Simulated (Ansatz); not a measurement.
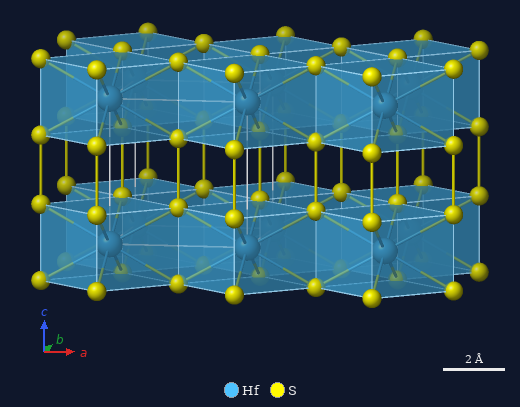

This is the input geometry for a relaxation of a crystal of HfS$_{4}$ (a generated structure, set up in P4/mmm). The picture is a polyhedral view of the cell of the calculation, repeated 2 × 1 × 1 with one cell outlined, seen slightly off an axis.

Computed with DFT PBE, scalar-relativistic, plane waves, PAW in Ansatz 0.2.0.

The input:
```yaml
crystal:
  lattice:
    - [4.6304327921, 0.0, 0.0]
    - [0.0, 4.6304327921, 0.0]
    - [0.0, 0.0, 4.8585957173]
  atoms:
    - { symbol: Hf, position: [0.0, 0.0, 0.0] }
    - { symbol: S, position: [0.0, 0.5, 0.2623173653] }
    - { symbol: S, position: [0.5, 0.0, 0.2623173653] }
    - { symbol: S, position: [0.0, 0.5, 0.7376826347] }
    - { symbol: S, position: [0.5, 0.0, 0.7376826347] }
basis:
  ecutwfc: 420
kpoints:
  mp_grid: { grid: [8, 8, 8] }
hamiltonian:
  xc: pbe
scf:
  occupations: { method: gaussian, width: 0.1 }
output:
  forces: true
  stress: true
  eigenvalues: true
  write_density: true
  write_potential: true
  elf: true
  volumetric_format: npy
relax:
  adjacent_minimum: "off"
  f_tol: 0.01
  max_steps: 80
  cell: { stress_tol: 0.05 }
```

Command:
```bash
ansatz run input.yaml --threads 1 --pin off --max-ram 2048MiB --backend cpu --events-out ev --progress --plain --runs-dir out
```

Predict the outcome.

Over 4 accepted moves (5 points after the start) the energy falls by 5.9 meV per atom. The largest force component goes from 0.32 to 0.0031 eV/Å. Pressure: −0.21 GPa at the start and 0.00 GPa at the end. At 1 point the geometry stayed and the basis and grid were re-selected for the new cell (energy shift of less than 0.05 meV per atom at most each time). The largest moves relative to the cell, 0.041 Å, are those of S2, S3, S4 and S5. S2 goes along +c. Hf stays in place. The volume changes by −1.0 %, with a = b 4.630 → 4.610 Å (−0.4 %), c 4.859 → 4.854 Å (−0.1 %). Near-neighbour distances that change, for instance: S2–S4 2.310 → 2.226 Å, Hf1–S2 2.643 → 2.653 Å. The space group stays P4/mmm (No. 123).

The structure at the end:

```
Hf S
1.0
     4.61000    0.00000    0.00000
     0.00000    4.61000    0.00000
     0.00000    0.00000    4.85385
Hf S
1 4
Direct
  0.00000 0.00000 0.00000
  0.00000 0.50000 0.27070
  0.50000 0.00000 0.27070
  0.00000 0.50000 0.72930
  0.50000 0.00000 0.72930
```
